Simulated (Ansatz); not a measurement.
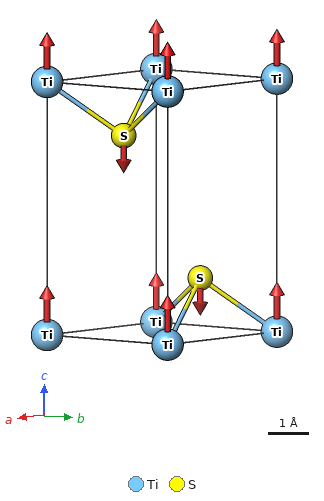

One vibrational mode of solid TiS₂ at the zone centre. The red arrows give the relative displacements of the atoms. The picture is a ball-and-stick view of the cell of the calculation, seen from a free direction.

These are results of DFT PBE, scalar-relativistic, plane waves, PAW (Ansatz), not measurements. (plane-wave cutoff 420 eV; k-point mesh 18 × 18 × 8; occupations fermi dirac; smearing width 0.15 eV; no spin polarisation)

The frequencies depend somewhat on the k-mesh and the smearing.

**Give the symmetry, activity and frequency of this mode.**

This is the A₂u mode at 44.5 meV, the highest optical level, infrared-active by symmetry. The Ti sublattice moves against the S sublattice, along c; the kinetic energy is shared as Ti 57 %, S 43 %. The crystal is a metal, so free carriers screen the infrared response.

Limits of the set-up: layers or molecules are held without a dispersion correction, so their spacing is unreliable.
